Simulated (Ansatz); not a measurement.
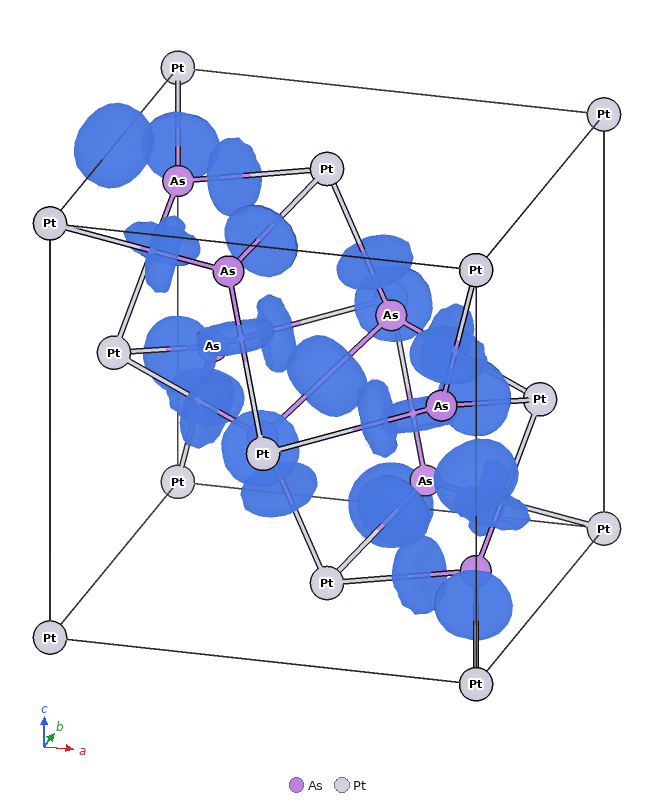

Figure. As2Pt. Isosurface of the electron localisation function at 0.65 (blue), seen at an oblique angle. Core shells and regions of very low density are left out. Sticks mark near contacts.

Space group Pa-3; started from the database_205 prototype, which need not be the ambient phase.

These are results of Ansatz, DFT r2SCAN, scalar-relativistic, plane waves, PAW, not measurements.

Core electrons are frozen (PAW), and the valence fields are smoothed inside the atomic spheres.

Input

```
crystal:
  lattice:
    - [6.0094833858, 0.0, 0.0]
    - [0.0, 6.0094833858, 0.0]
    - [0.0, 0.0, 6.0094833858]
  atoms:
    - { symbol: As, position: [0.3840136962, 0.3840136962, 0.3840136962] }
    - { symbol: As, position: [0.1159863038, 0.6159863038, 0.8840136962] }
    - { symbol: As, position: [0.8840136962, 0.1159863038, 0.6159863038] }
    - { symbol: As, position: [0.6159863038, 0.8840136962, 0.1159863038] }
    - { symbol: As, position: [0.6159863038, 0.6159863038, 0.6159863038] }
    - { symbol: As, position: [0.8840136962, 0.3840136962, 0.1159863038] }
    - { symbol: As, position: [0.1159863038, 0.8840136962, 0.3840136962] }
    - { symbol: As, position: [0.3840136962, 0.1159863038, 0.8840136962] }
    - { symbol: Pt, position: [0.0, 0.0, 0.0] }
    - { symbol: Pt, position: [0.5, 0.0, 0.5] }
    - { symbol: Pt, position: [0.5, 0.5, 0.0] }
    - { symbol: Pt, position: [0.0, 0.5, 0.5] }
basis:
  ecutwfc: 500
kpoints:
  mp_grid: { grid: [6, 6, 6] }
hamiltonian:
  xc: r2scan
scf:
  occupations: { method: gaussian, width: 0.02 }
output:
  forces: true
  stress: true
  eigenvalues: true
  write_density: true
  write_potential: true
  elf: true
  volumetric_format: npy
relax:
  adjacent_minimum: "off"
  f_tol: 0.01
  max_steps: 80
  cell: { stress_tol: 0.05 }
```

Run with:

```sh
ansatz run input.yaml --threads 1 --pin off --max-ram 2560MiB --backend cpu --events-out ev --progress --plain --runs-dir out
```

Below, planes, directions and counts refer to the conventional cell (a = 6.01 Å, b = 6.01 Å, c = 6.01 Å, α = 90.00°, β = 90.00°, γ = 90.00°).

The fields are those of the relaxed geometry.

Question: What do the ELF domains correspond to?

Answer: The ELF exceeds this value in four regions between bonded As–As atoms (shared pairs) and 24 lobes of the valence shell of As pointing towards Pt (polar bonds), counted in one cell of 12 atoms. Any copies at cell faces, edges or corners count once. Profiles from the grid: As–As (2.41 Å): the ELF peaks at about 0.80 between the atoms (localised, covalent bonding). As–Pt (2.51 Å): the ELF peaks at about 0.70 between the atoms.
